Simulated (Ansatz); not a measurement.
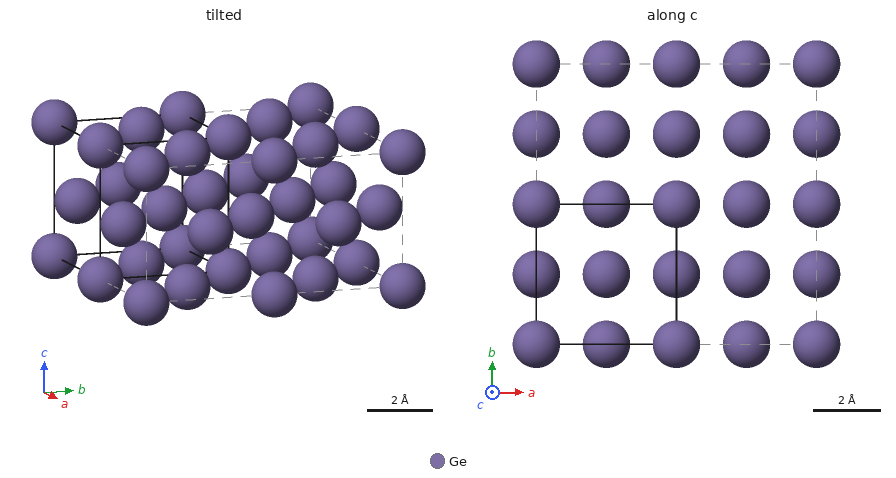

Spheres-only model, viewed slightly off an axis and along the c axis. The conventional unit cell (solid box) is repeated to 2×2×1 cells. Cell: a = 4.197 Å, b = 4.197 Å, c = 4.197 Å, α = 90.00°, β = 90.00°, γ = 90.00°.

The element is germanium. Space group Fm-3m (No. 225), lattice face-centred cubic. Structure type: face-centred cubic (Cu type). The cell holds four atoms. The Ge atoms are each bonded to twelve Ge in a cuboctahedral arrangement at about 3.0 Å.

The structure was taken from a structure listed in the Materials Project. Earlier steps of the study may have refined or changed the cell and positions. It was run through Ansatz as a DFT input.
